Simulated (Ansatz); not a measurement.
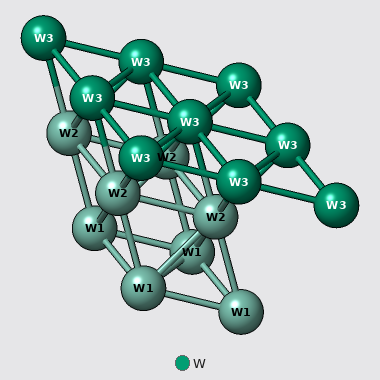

The system is S on a W(111) slab cut from the Fm-3m phase, its upper half relaxed before the scan (3 atoms of substrate and one adsorbate in a 1 × 1 cell); the picture shows it without the atoms that are moved over the map. 
- S is moved over the surface cell; relaxed at each place: the height of the adsorbate's atoms; substrate rigid; the origin of the map has the adsorbate above W3.
- Places are given modulo a cell vector. The map is drawn in real space over the plane of the surface.
- The scan uses a 6 × 6 grid; 10 points were computed and 26 follow by symmetry.
- All energies are given in eV relative to the lowest grid point.
- With one adsorbate in each 1 × 1 cell, its nearest image is 2.9 Å away, so neighbouring adsorbates interact.
- All numbers below come from Ansatz 0.2.0, DFT PBE, scalar-relativistic, plane waves, PAW. Settings: cutoff 420 eV, k-mesh 9×9×1, gaussian smearing 0.1 eV, no spin polarisation.

Range: position of S4 along the first surface vector from 0.000 to 0.833; position of S4 along the second surface vector from 0.000 to 0.833.

Predict the map.

The lowest grid point is at a threefold hollow over a second-layer W atom, (2/6, 4/6) of the cell vectors. There is a further well near a threefold hollow over a third-layer W atom, (4/6, 2/6) of the cell vectors (0.038 eV above the lowest at that grid point). The highest grid point, the top site over a surface W atom, (0/6, 0/6) of the cell vectors, lies 1.80 eV above the lowest. On the interpolated surface the easiest way out of the lowest well to the well at a threefold hollow over a third-layer W atom, (4/6, 2/6) of the cell vectors passes a barrier of about 0.99 eV. At the lowest point the adsorbate has 3 W at 2.38 Å as nearest neighbours, at the highest 1 W at 2.30 Å. Its relaxed height above the top atom is 1.71 Å at the lowest and 2.30 Å at the highest point.

| second ↓, first → | 0/6 | 1/6 | 2/6 | 3/6 | 4/6 | 5/6 |
| --- | --- | --- | --- | --- | --- | --- |
| 5/6 | 1.72 | 1.49 | 0.76 | 0.76 | 1.49 | 1.72 |
| 4/6 | 1.41 | 0.76 | 0.00 | 0.76 | 1.41 | 1.50 |
| 3/6 | 0.99 | 0.76 | 0.76 | 0.99 | 0.82 | 0.82 |
| 2/6 | 1.41 | 1.49 | 1.41 | 0.82 | 0.04 | 0.82 |
| 1/6 | 1.72 | 1.72 | 1.50 | 0.82 | 0.82 | 1.50 |
| 0/6 | 1.80 | 1.72 | 1.41 | 0.99 | 1.41 | 1.72 |

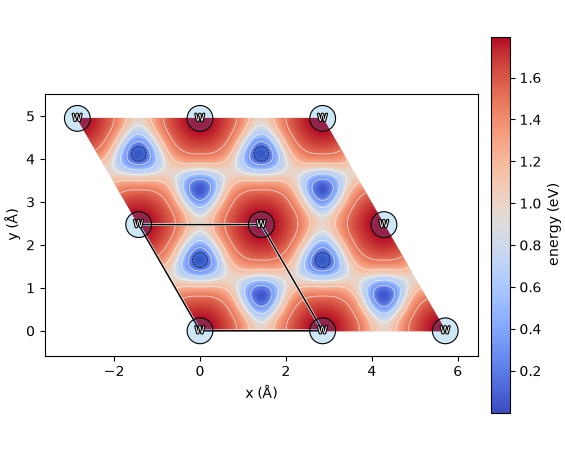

In the figure: a smooth colour map with a few white contour lines, labelled circles for the atoms of the top layer and small ones for the second layer, the outline of one cell of the 2 × 2 shown. Between grid points the surface is interpolated.

Each point was launched as `ansatz run input.yaml --threads 1 --pin off --max-ram 3072MiB --backend cpu --events-out ev --progress --plain --runs-dir out`. Time for the 10 points that were run: 6.1 min on 1 thread of AMD EPYC 7R43 64-Core Processor (Zen 3), on a shared host.

PAW datasets: the set soft_1.
